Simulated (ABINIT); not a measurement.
# Effective mass calculation, with input and output: KTaO3 (part 2 of 3)

The same run, continued: KTaO3 (5 atoms in the cell); Kohn-Sham DFT of a periodic cell, PBE, JTH PAW PBE v2.0, no spin polarisation (ABINIT 10.8.3); cutoff 517.02 eV, 5×5×5 k-mesh, fixed occupations. The structure derives from an entry of the Crystallography Open Database.

Geometry of the input (Å; fractional positions):
```
3.9883  0.0000  0.0000
0.0000  3.9883  0.0000
0.0000  0.0000  3.9883
Ta 0.0000  0.0000  0.0000
K  0.5000  0.5000  0.5000
O  0.0000  0.0000  0.5000
O  0.0000  0.5000  0.0000
O  0.5000  0.0000  0.0000
```

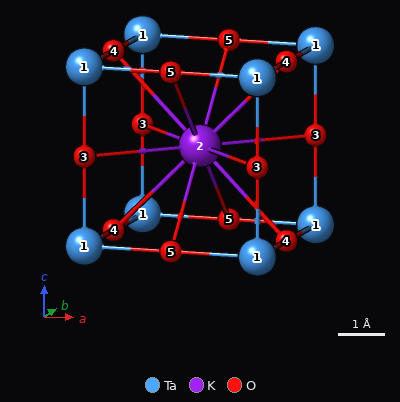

*The structure (ball-and-stick view of the cell of the calculation, seen slightly off an axis; atoms are numbered from 1 in the order of the input). An atom can appear more than once, as a periodic image.*

**The program's output, continued**
```
--- !ResultsGS
iteration_state: {dtset: 1, }
comment   : Summary of ground state results
lattice_vectors:
- [  7.5367947,   0.0000000,   0.0000000, ]
- [  0.0000000,   7.5367947,   0.0000000, ]
- [  0.0000000,   0.0000000,   7.5367947, ]
lattice_lengths: [   7.53679,    7.53679,    7.53679, ]
lattice_angles: [ 90.000,  90.000,  90.000, ] # degrees, (23, 13, 12)
lattice_volume:   4.2811462E+02
convergence: {deltae: -1.450E-12, res2:  3.435E-13, residm:  1.971E-13, diffor: null, }
etotal    :  -1.36193470E+02
entropy   :   0.00000000E+00
fermie    :   7.50125764E-02
cartesian_stress_tensor: # hartree/bohr^3
- [ -1.77972844E-04,   0.00000000E+00,   0.00000000E+00, ]
- [  0.00000000E+00,  -1.77972844E-04,   0.00000000E+00, ]
- [  0.00000000E+00,   0.00000000E+00,  -1.77972844E-04, ]
pressure_GPa:   5.2361E+00
xred      :
- [  0.0000E+00,   0.0000E+00,   0.0000E+00, Ta]
- [  5.0000E-01,   5.0000E-01,   5.0000E-01,  K]
- [  0.0000E+00,   0.0000E+00,   5.0000E-01,  O]
- [  0.0000E+00,   5.0000E-01,   0.0000E+00,  O]
- [  5.0000E-01,   0.0000E+00,   0.0000E+00,  O]
cartesian_forces: # hartree/bohr
- [ -0.00000000E+00,  -0.00000000E+00,  -0.00000000E+00, ]
- [ -0.00000000E+00,  -0.00000000E+00,  -0.00000000E+00, ]
- [ -0.00000000E+00,  -0.00000000E+00,  -0.00000000E+00, ]
- [ -0.00000000E+00,  -0.00000000E+00,  -0.00000000E+00, ]
- [ -0.00000000E+00,  -0.00000000E+00,  -0.00000000E+00, ]
force_length_stats: {min:   0.00000000E+00, max:   0.00000000E+00, mean:   0.00000000E+00, }
...

 Integrated electronic density in atomic spheres:
 ------------------------------------------------
 Atom  Sphere_radius  Integrated_density
    1        2.41973         10.65580511
    2        2.10866          7.18218166
    3        1.41465          4.62838697
    4        1.41465          4.62838697
    5        1.41465          4.62838697

================================================================================

 ----iterations are completed or convergence reached----

 Mean square residual over all n,k,spin=   34.574E-16; max=  19.708E-14
 reduced coordinates (array xred) for    5 atoms
       0.000000000000      0.000000000000      0.000000000000
       0.500000000000      0.500000000000      0.500000000000
       0.000000000000      0.000000000000      0.500000000000
       0.000000000000      0.500000000000      0.000000000000
       0.500000000000      0.000000000000      0.000000000000
 rms dE/dt=  0.0000E+00; max dE/dt=  0.0000E+00; dE/dt below (all hartree)
    1       0.000000000000      0.000000000000      0.000000000000
    2       0.000000000000      0.000000000000      0.000000000000
    3       0.000000000000      0.000000000000      0.000000000000
    4       0.000000000000      0.000000000000      0.000000000000
    5       0.000000000000      0.000000000000      0.000000000000

 cartesian coordinates (angstrom) at end:
    1      0.00000000000000     0.00000000000000     0.00000000000000
    2      1.99414999863525     1.99414999863525     1.99414999863525
    3      0.00000000000000     0.00000000000000     1.99414999863525
    4      0.00000000000000     1.99414999863525     0.00000000000000
    5      1.99414999863525     0.00000000000000     0.00000000000000

 cartesian forces (hartree/bohr) at end:
    1     -0.00000000000000    -0.00000000000000    -0.00000000000000
    2     -0.00000000000000    -0.00000000000000    -0.00000000000000
    3     -0.00000000000000    -0.00000000000000    -0.00000000000000
    4     -0.00000000000000    -0.00000000000000    -0.00000000000000
    5     -0.00000000000000    -0.00000000000000    -0.00000000000000
 frms,max,avg= 0.0000000E+00 0.0000000E+00   0.000E+00  0.000E+00  0.000E+00 h/b

 cartesian forces (eV/Angstrom) at end:
    1     -0.00000000000000    -0.00000000000000    -0.00000000000000
    2     -0.00000000000000    -0.00000000000000    -0.00000000000000
    3     -0.00000000000000    -0.00000000000000    -0.00000000000000
    4     -0.00000000000000    -0.00000000000000    -0.00000000000000
    5     -0.00000000000000    -0.00000000000000    -0.00000000000000
 frms,max,avg= 0.0000000E+00 0.0000000E+00   0.000E+00  0.000E+00  0.000E+00 e/A
 length scales=  1.000000000000  1.000000000000  1.000000000000 bohr
              =  0.529177210544  0.529177210544  0.529177210544 angstroms
 Fermi (or HOMO) energy (hartree) =   0.07501   Average Vxc (hartree)=  -0.39673
 Eigenvalues (hartree) for nkpt=  10  k points:
 kpt#   1, nband= 20, wtk=  0.00800, kpt=  0.0000  0.0000  0.0000 (reduced coord)
  -2.40699   -1.17461   -1.17461   -1.17461   -0.92441   -0.56551   -0.53987   -0.53987
  -0.31988   -0.31988   -0.31988   -0.00962   -0.00962   -0.00962    0.04011    0.04011
   0.04011    0.05643    0.05643    0.05643
 prteigrs : prtvol=0 or 1, do not print more k-points.

--- !EnergyTerms
iteration_state     : {dtset: 1, }
comment             : Components of total free energy in Hartree
kinetic             :  3.70200321809943E+01
hartree             :  2.92913361696728E+01
xc                  : -2.10825130387010E+01
Ewald energy        : -1.03682236415820E+02
psp_core            :  9.66761441309151E+00
local_psp           : -7.88980918539606E+01
PAW spherical_terms : -8.50961102955350E+00
total_energy        : -1.36193469574277E+02
total_energy_eV     : -3.70601310476591E+03
...

--- !EnergyTermsDC
iteration_state     : {dtset: 1, }
comment             : '"Double-counting" decomposition of free energy'
band_energy         : -1.90562473333382E+01
Ewald energy        : -1.03682236415820E+02
psp_core            :  9.66761441309151E+00
xc_dc               : -2.95722972641931E+01
PAW spherical_terms :  6.44969670244436E+00
total_energy_dc     : -1.36193469897816E+02
total_energy_dc_eV  : -3.70601311356985E+03
...

--- !EnergyTermsWithPAWCore
iteration_state     : {dtset: 1, }
comment             : 'Components of total free energy, including PAW core contributions'
Total energy        : -1.64330800652712E+04
Total energy DC     : -1.64330800655947E+04
Total energy (eV)   : -4.47166888867225E+05
Total energy DC (eV): -4.47166888876029E+05
...

 Cartesian components of stress tensor (hartree/bohr^3)
  sigma(1 1)= -1.77972844E-04  sigma(3 2)=  0.00000000E+00
  sigma(2 2)= -1.77972844E-04  sigma(3 1)=  0.00000000E+00
  sigma(3 3)= -1.77972844E-04  sigma(2 1)=  0.00000000E+00

-Cartesian components of stress tensor (GPa)         [Pressure=  5.2361E+00 GPa]
- sigma(1 1)= -5.23614186E+00  sigma(3 2)=  0.00000000E+00
- sigma(2 2)= -5.23614186E+00  sigma(3 1)=  0.00000000E+00
- sigma(3 3)= -5.23614186E+00  sigma(2 1)=  0.00000000E+00

================================================================================
== DATASET  2 ==================================================================

--- !DatasetInfo
iteration_state: {dtset: 2, }
dimensions: {natom: 5, nkpt: 2, mband: 28, nsppol: 1, nspinor: 1, nspden: 1, mpw: 1743, }
cutoff_energies: {ecut:  19.0, pawecutdg:  38.0, }
electrons: {nelect:   4.00000000E+01, charge:   0.00000000E+00, occopt:   1.00000000E+00, tsmear:   1.00000000E-02, }
meta: {optdriver: 0, ionmov: 0, optcell: 0, iscf: -2, paral_kgb: 0, }
...

 mkfilename : getden/=0, take file _DEN from output of DATASET   1.

 Exchange-correlation functional for the present dataset will be:
  GGA: Perdew-Burke-Ernzerhof functional - ixc=11
  J.P.Perdew, K.Burke, M.Ernzerhof, PRL 77, 3865 (1996)

 Real(R)+Recip(G) space primitive vectors, cartesian coordinates (Bohr,Bohr^-1):
 R(1)=  7.5367947  0.0000000  0.0000000  G(1)=  0.1326824  0.0000000  0.0000000
 R(2)=  0.0000000  7.5367947  0.0000000  G(2)=  0.0000000  0.1326824  0.0000000
 R(3)=  0.0000000  0.0000000  7.5367947  G(3)=  0.0000000  0.0000000  0.1326824
 Unit cell volume ucvol=  4.2811462E+02 bohr^3
 Angles (23,13,12)=  9.00000000E+01  9.00000000E+01  9.00000000E+01 degrees

 Coarse grid specifications (used for wave-functions):

 getcut: wavevector=  0.0000  0.0000  0.0000  ngfft=  30  30  30
         ecut(hartree)=     19.000   => boxcut(ratio)=   2.02858

 Fine grid specifications (used for densities):

 getcut: wavevector=  0.0000  0.0000  0.0000  ngfft=  45  45  45
         ecut(hartree)=     38.000   => boxcut(ratio)=   2.10382
--------------------------------------------------------------------------------

================================================================================
 Non-SCF case, kpt    1 (  0.40000  0.40000  0.40000), residuals and eigenvalues=
  9.90E-21  8.37E-21  6.43E-21  5.99E-21  4.87E-21  5.78E-21  6.77E-21  5.95E-21
  5.63E-21  6.47E-21  5.43E-21  8.66E-21  3.75E-21  3.93E-21  6.86E-21  7.02E-21
  8.88E-21  7.28E-21  6.50E-21  4.44E-21  4.01E-21  5.78E-21  6.77E-21  5.68E-21
  3.09E-21  8.47E-21  1.18E-07  1.75E-06
 -2.4069E+00 -1.1774E+00 -1.1774E+00 -1.1774E+00 -9.2246E-01 -5.1393E-01
 -5.0988E-01 -5.0988E-01 -3.2752E-01 -3.2752E-01 -3.2471E-01 -1.1041E-01
 -1.0733E-01 -1.0733E-01 -6.4947E-02 -5.9392E-02 -5.9392E-02  7.1530E-02
  7.1530E-02  7.5013E-02  2.9993E-01  3.0319E-01  3.0319E-01  4.2182E-01
  4.2182E-01  4.2197E-01  4.9468E-01  5.1192E-01
 Non-SCF case, kpt    2 (  0.00000  0.00000  0.00000), residuals and eigenvalues=
  4.13E-21  8.40E-21  6.84E-21  7.13E-21  3.07E-21  5.90E-21  5.38E-21  5.95E-21
  3.35E-21  5.41E-21  5.55E-21  5.85E-21  4.28E-21  4.08E-21  3.98E-21  6.26E-21
  7.76E-21  4.05E-21  5.89E-21  4.62E-21  6.77E-21  3.38E-21  3.80E-21  5.53E-21
  7.36E-21  5.31E-21  7.04E-21  4.11E-21
 -2.4070E+00 -1.1746E+00 -1.1746E+00 -1.1746E+00 -9.2441E-01 -5.6551E-01
 -5.3987E-01 -5.3987E-01 -3.1988E-01 -3.1988E-01 -3.1988E-01 -9.6175E-03
 -9.6175E-03 -9.6175E-03  4.0109E-02  4.0109E-02  4.0109E-02  5.6434E-02
  5.6434E-02  5.6434E-02  1.5920E-01  1.5920E-01  1.5920E-01  3.2259E-01
  3.2762E-01  3.2762E-01  3.7558E-01  3.7558E-01

--- !ResultsGS
iteration_state: {dtset: 2, }
comment   : Summary of ground state results
lattice_vectors:
- [  7.5367947,   0.0000000,   0.0000000, ]
- [  0.0000000,   7.5367947,   0.0000000, ]
- [  0.0000000,   0.0000000,   7.5367947, ]
lattice_lengths: [   7.53679,    7.53679,    7.53679, ]
lattice_angles: [ 90.000,  90.000,  90.000, ] # degrees, (23, 13, 12)
lattice_volume:   4.2811462E+02
convergence: {deltae:  0.000E+00, res2:  0.000E+00, residm:  9.903E-21, diffor:  0.000E+00, }
etotal    :  -1.36193470E+02
entropy   :   0.00000000E+00
fermie    :   7.50125764E-02
cartesian_stress_tensor: null
pressure_GPa: null
xred      :
- [  0.0000E+00,   0.0000E+00,   0.0000E+00, Ta]
- [  5.0000E-01,   5.0000E-01,   5.0000E-01,  K]
- [  0.0000E+00,   0.0000E+00,   5.0000E-01,  O]
- [  0.0000E+00,   5.0000E-01,   0.0000E+00,  O]
- [  5.0000E-01,   0.0000E+00,   0.0000E+00,  O]
cartesian_forces: null
force_length_stats: {min: null, max: null, mean: null, }
...

 Integrated electronic density in atomic spheres:
 ------------------------------------------------
 Atom  Sphere_radius  Integrated_density
    1        2.41973         10.65580511
    2        2.10866          7.18218166
    3        1.41465          4.62838697
    4        1.41465          4.62838697
    5        1.41465          4.62838697

================================================================================

 ----iterations are completed or convergence reached----

 Mean square residual over all n,k,spin=   58.218E-22; max=  99.029E-22
 reduced coordinates (array xred) for    5 atoms
       0.000000000000      0.000000000000      0.000000000000
       0.500000000000      0.500000000000      0.500000000000
       0.000000000000      0.000000000000      0.500000000000
       0.000000000000      0.500000000000      0.000000000000
       0.500000000000      0.000000000000      0.000000000000

 cartesian coordinates (angstrom) at end:
    1      0.00000000000000     0.00000000000000     0.00000000000000
    2      1.99414999863525     1.99414999863525     1.99414999863525
    3      0.00000000000000     0.00000000000000     1.99414999863525
    4      0.00000000000000     1.99414999863525     0.00000000000000
    5      1.99414999863525     0.00000000000000     0.00000000000000
 length scales=  1.000000000000  1.000000000000  1.000000000000 bohr
              =  0.529177210544  0.529177210544  0.529177210544 angstroms
 Eigenvalues (hartree) for nkpt=   2  k points:
 kpt#   1, nband= 28, wtk=  1.00000, kpt=  0.4000  0.4000  0.4000 (reduced coord)
  -2.40692   -1.17740   -1.17739   -1.17739   -0.92246   -0.51393   -0.50988   -0.50988
  -0.32752   -0.32752   -0.32471   -0.11041   -0.10733   -0.10733   -0.06495   -0.05939
  -0.05939    0.07153    0.07153    0.07501    0.29993    0.30319    0.30319    0.42182
   0.42182    0.42197    0.49468    0.51192
 kpt#   2, nband= 28, wtk=  1.00000, kpt=  0.0000  0.0000  0.0000 (reduced coord)
  -2.40699   -1.17461   -1.17461   -1.17461   -0.92441   -0.56551   -0.53987   -0.53987
  -0.31988   -0.31988   -0.31988   -0.00962   -0.00962   -0.00962    0.04011    0.04011
   0.04011    0.05643    0.05643    0.05643    0.15920    0.15920    0.15920    0.32259
   0.32762    0.32762    0.37558    0.37558

================================================================================
== DATASET  3 ==================================================================

--- !DatasetInfo
iteration_state: {dtset: 3, }
dimensions: {natom: 5, nkpt: 2, mband: 28, nsppol: 1, nspinor: 1, nspden: 1, mpw: 1743, }
cutoff_energies: {ecut:  19.0, pawecutdg:  38.0, }
electrons: {nelect:   4.00000000E+01, charge:   0.00000000E+00, occopt:   1.00000000E+00, tsmear:   1.00000000E-02, }
meta: {optdriver: 1, rfelfd: 2, }
...

 mkfilename : getwfk/=0, take file _WFK from output of DATASET   2.

 mkfilename : getden/=0, take file _DEN from output of DATASET   1.

 Exchange-correlation functional for the present dataset will be:
  GGA: Perdew-Burke-Ernzerhof functional - ixc=11
  J.P.Perdew, K.Burke, M.Ernzerhof, PRL 77, 3865 (1996)

 Real(R)+Recip(G) space primitive vectors, cartesian coordinates (Bohr,Bohr^-1):
 R(1)=  7.5367947  0.0000000  0.0000000  G(1)=  0.1326824  0.0000000  0.0000000
 R(2)=  0.0000000  7.5367947  0.0000000  G(2)=  0.0000000  0.1326824  0.0000000
 R(3)=  0.0000000  0.0000000  7.5367947  G(3)=  0.0000000  0.0000000  0.1326824
 Unit cell volume ucvol=  4.2811462E+02 bohr^3
 Angles (23,13,12)=  9.00000000E+01  9.00000000E+01  9.00000000E+01 degrees
 setup1 : take into account q-point for computing boxcut.

 Coarse grid specifications (used for wave-functions):

 getcut: wavevector=  0.0000  0.0000  0.0000  ngfft=  30  30  30
         ecut(hartree)=     19.000   => boxcut(ratio)=   2.02858

 Fine grid specifications (used for densities):

 getcut: wavevector=  0.0000  0.0000  0.0000  ngfft=  45  45  45
         ecut(hartree)=     38.000   => boxcut(ratio)=   2.10382
--------------------------------------------------------------------------------

 ==>  initialize data related to q vector <==

 The list of irreducible perturbations for this q vector is:
    1)    idir= 1    ipert=   6
    2)    idir= 2    ipert=   6
    3)    idir= 3    ipert=   6

================================================================================
```
